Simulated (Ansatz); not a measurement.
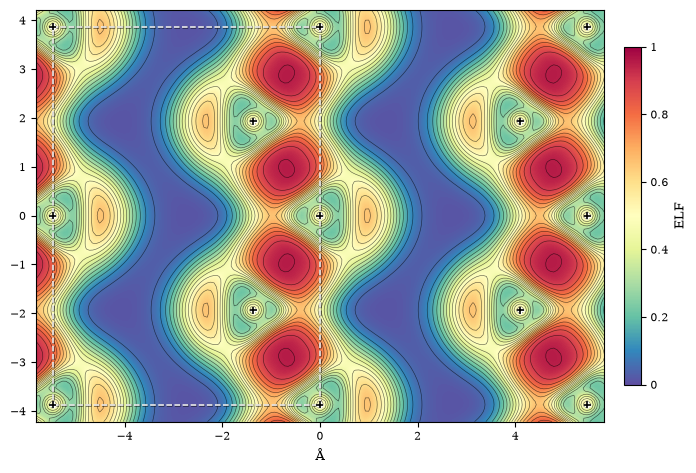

The ELF on a plane through atoms (crosses mark nuclei in the plane).

The calculation used Ansatz 0.2.0, DFT PBE, scalar-relativistic, plane waves, PAW.

Candidates:
A. CoSi2, a = 3.70 Å, b = 3.70 Å, c = 5.36 Å, α = 90.00°, β = 90.00°, γ = 90.00°. Space group I4/mmm; changed on purpose from its base cell (strain -0.025 along x and y, +0.000 along z, atoms carried along); computed pressure about 10 GPa in this cell; computed without spin polarisation.
B. Si, a = 5.47 Å, b = 5.47 Å, c = 5.47 Å, α = 90.00°, β = 90.00°, γ = 90.00°. Space group Fd-3m.
C. Mo (slab), a = 5.47 Å, b = 8.65 Å, c = 28.93 Å, α = 90.00°, β = 90.00°, γ = 108.43°. Not relaxed (largest force 1.2 eV/Å); computed without spin polarisation.

> Which candidate gave the map?

Candidate B: Si on the (101) plane of the conventional cell, which holds Si. Si–Si (2.37 Å): the ELF peaks at about 0.95 between the atoms (localised, covalent bonding).
